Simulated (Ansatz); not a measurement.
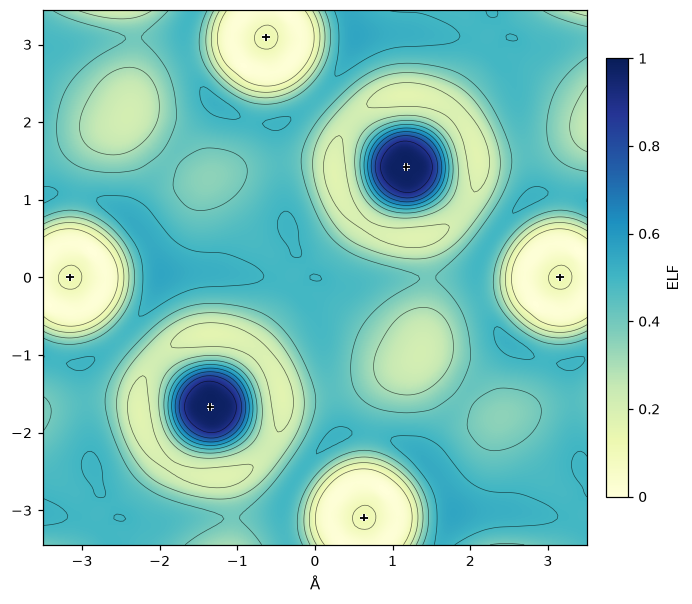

The electron localisation function on a plane through atoms (crosses mark nuclei in the plane).

Computed with DFT PBEsol, scalar-relativistic, plane waves, PAW (Ansatz).

Candidates:
A. AlCo, a = 5.65 Å, b = 5.65 Å, c = 2.82 Å, α = 90.00°, β = 90.00°, γ = 90.00°. Space group Cmmm; a structure from a database of computed crystals, not necessarily the ambient phase; not relaxed (largest force 0.9 eV/Å); computed without spin polarisation.
B. Ru, a = 4.25 Å, b = 4.66 Å, c = 4.66 Å, α = 120.00°, β = 90.00°, γ = 90.00°. Space group P6₃/mmc; a structure from a database of computed crystals, not necessarily the ambient phase; computed without spin polarisation.
C. FeCo3, a = 3.54 Å, b = 3.54 Å, c = 3.54 Å, α = 90.00°, β = 90.00°, γ = 90.00°. Space group Pm-3m; a structure from a database of computed crystals, not necessarily the ambient phase; computed pressure about −8 GPa in this cell; spin-polarised.

Which candidate gave the map?

Candidate A: AlCo on the (111) plane of the conventional cell, which holds Al and Co. Al–Co (2.46 Å): the ELF is about 0.40 at the midpoint.
